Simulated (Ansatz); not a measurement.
# A series of single points on BN

System: BN (I-4m2, 2 atoms in the cell).
Method: DFT r2SCAN, scalar-relativistic, plane waves, PAW, no spin polarisation (Ansatz 0.2.0).

The 5 runs differ only in the geometry, by a strain of the cell at fixed fractional positions. Against run 3, the strain is εzz = η. The structure derives from a Materials Project entry.

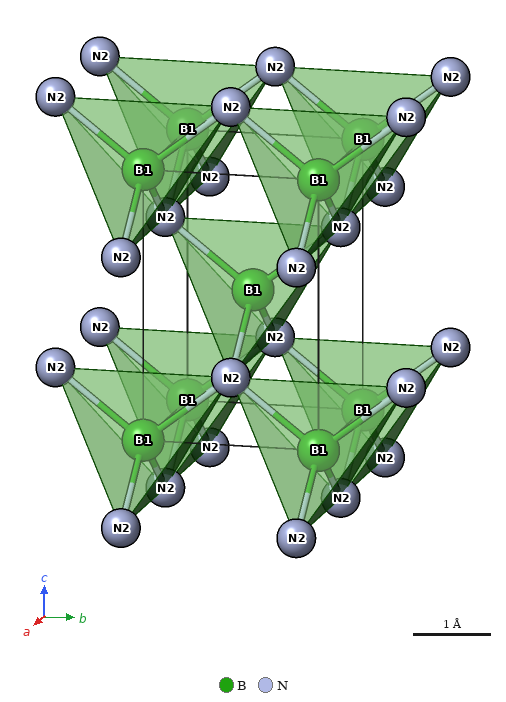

Figure 1. The structure of run 3 (polyhedral view of the cell 2 times as large as that of the calculation, set on its symmetry axes, seen slightly off an axis; polyhedra are completed across the faces of the cell; atoms are numbered from 1 in the order of the input).

**Input of run 3**
```yaml
crystal:
  lattice:
    - [0.0, 1.66796092, 1.813001]
    - [1.66796092, 0.0, 1.813001]
    - [1.66796092, 1.66796092, 0.0]
  atoms:
    - { symbol: B, position: [0.0, 0.0, 0.0] }
    - { symbol: "N", position: [0.75, 0.75, 0.75] }
basis:
  ecutwfc: 500
kpoints:
  mp_grid: { grid: [12, 12, 12] }
hamiltonian:
  xc: r2scan
scf:
  occupations: { method: gaussian, width: 0.05 }
output:
  forces: true
  stress: true
  eigenvalues: true
```

Run 4 differs from it as follows:
```diff
-    - [0.0, 1.66796092, 1.813001]
-    - [1.66796092, 0.0, 1.813001]
+    - [0.0, 1.66796092, 1.88552104]
+    - [1.66796092, 0.0, 1.88552104]
```

**Results, with one run withheld**

| run | strain parameter η (%) | free energy per atom, from the lowest run given (meV) | pressure (GPa) | gap on the mesh (eV) |
| --- | --- | --- | --- | --- |
| 1 | −8.0000 | 214.52 | 141.73 | 5.27 |
| 2 | −4.0000 | 72.74 | 107.76 | 4.76 |
| 3 | 0.0000 | 0.00 | 79.04 | 4.30 |
| 4 | 4.0000 | ? | ? | ? |
| 5 | 8.0000 | 36.52 | 34.48 | 3.50 |

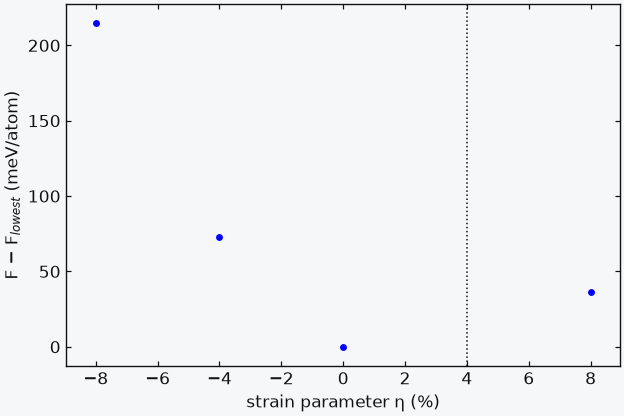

Figure 2. Free energy per atom of the runs given; the dotted line marks run 4.

Fit the runs given and predict run 4.

A quadratic polynomial in the coordinate, fitted to the 4 runs given, misses them by at most 1.83 meV per atom. With x = η + 1.0000, it reads F = 11.677 − 15.026 x + 1.9791 x² (meV per atom). At run 4 it gives −13.98 meV per atom, and the run itself gives −10.04. The fit has its minimum at η = 2.7962 %. So low a polynomial doesn't follow these energies more closely. The gap on the mesh goes, without turning, from 5.27 eV in run 1 to 3.50 eV in run 5; run 4 has 3.89 eV. These are gaps of this functional on this mesh, which can miss the band edges; they aren't the measured gap.

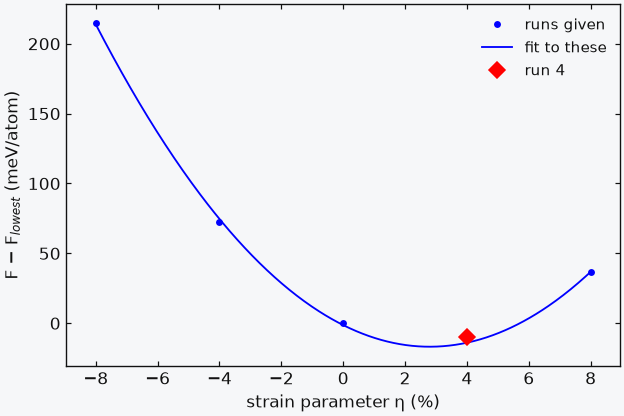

Figure 3. The fit and the withheld run.

**Output, shortened to warnings, some set-up lines, iterations and results (run 4)**
```
Basis set: ecut = 500 eV, 275 PW (Γ), exchange–correlation on 80×80×72 points (64 copies of the dense FFT grid, shifted against one another)
Symmetry: 8 space group operations
k-points: 163 of 1728 (time reversal used)
Initial density: superposition of atomic densities (neutral atoms: chi_scale 0, normalization atom), corrected by the library's trained network
[...]
SCF iter   1: F=—  HF=-543.431758 eV  |F-HF|=—  |Δ(HF+E_count)|=         —  Δρ=1.13e-2  dr2=7.93e-3  dr2_τ=4.38e-1  ethr=1.77e-3  ⟨swp⟩=4.6  Hψ=8688  notcnv=0
SCF iter   2: F=—  HF=-543.540963 eV  |F-HF|=—  |Δ(HF+E_count)|=   1.09e-1  Δρ=7.30e-3  dr2=2.24e-3  dr2_τ=1.22e-4  ethr=9.91e-5  ⟨swp⟩=2.0  Hψ=3913  notcnv=0
SCF iter   3: F=—  HF=-543.541104 eV  |F-HF|=—  |Δ(HF+E_count)|=   1.41e-4  Δρ=8.32e-4  dr2=4.32e-5  dr2_τ=1.84e-5  ethr=2.80e-5  ⟨swp⟩=3.0  Hψ=2607  notcnv=0
SCF iter   4: F=—  HF=-543.541133 eV  |F-HF|=—  |Δ(HF+E_count)|=   2.84e-5  Δρ=1.21e-4  dr2=8.82e-7  dr2_τ=1.73e-7  ethr=5.40e-7  ⟨swp⟩=2.0  Hψ=1902  notcnv=0
SCF iter   5: F=—  HF=-543.541133 eV  |F-HF|=—  |Δ(HF+E_count)|=   3.15e-7  Δρ=6.23e-5  dr2=2.45e-7  dr2_τ=2.40e-8  ethr=1.10e-8  ⟨swp⟩=2.1  Hψ=1842  notcnv=0
SCF iter   6: F=-543.541133 eV  HF=-543.541133 eV  |F-HF|=8.20e-9  |Δ(HF+E_count)|=   4.90e-8  Δρ=3.37e-5  dr2=6.94e-8  dr2_τ=2.48e-9  ethr=1.25e-9  ⟨swp⟩=5.0  Hψ=6354  …
SCF 1 converged in 6 iterations: F = -543.541133 eV  dr2 = 6.94e-8
SCF converged after 6 iterations
Free energy (F): -543.541133 eV
Harris-Foulkes:  -543.541133 eV  (|F-HF|=8.20e-9)
Internal energy: -543.541133 eV  (E = F + TS)
E sigma→0 (E₀):  -543.541133 eV
Fermi energy:    15.536649 eV
--- Per-component energies (eV) ---
  E_band       = 33.530696
  E_kinetic    = 193.271625
  E_local      = -162.332086  (includes V_loc(G=0)·N_el)
  E_nonlocal   = 57.039995
  E_hartree    = 46.327102
  E_xc         = -94.017844
  E_vxc        = -130.200751  (∫ρ·V_xc dr)
  E_paw        = -210.224885  (= ΣΔE_a)
  E_vpaw       = -23.999322  (= ΣTr[D̂ρ^β])
  E_aug_tail   = 0.000023  (compensation charges beyond the density's cutoff)
  E_vtau       = 7.094688  (kinetic-family band-sum trace: ∫τ·v_τ [+ j·A + Jᵃ·Aᵃ] dr)
  E_ewald      = -373.557057
  E_core_change = -0.048007  (= ΣΔE_core)
  E_smearing   = -0.000000  (= −TS)
  E_closure    = 0.000000  (closes the sum)
  Σ components = -543.541133   (vs F -543.541133, Δ=0.00e0)
--- Forces (eV/Å), atoms counted from 1 ---
  atom   1  B     -0.00000000    -0.00000000     0.00000000
  atom   2  N      0.00000000     0.00000000     0.00000000
  max |Σ_I F_I| component: 4.30e-16 eV/Å
--- Stress (GPa, compression-positive) ---
       89.888714      -0.000000       0.000000
       -0.000000      89.888714       0.000000
        0.000000       0.000000     -15.290114
  P = ⅓ Tr σ = 54.8291 GPa (548.291 kbar)
```
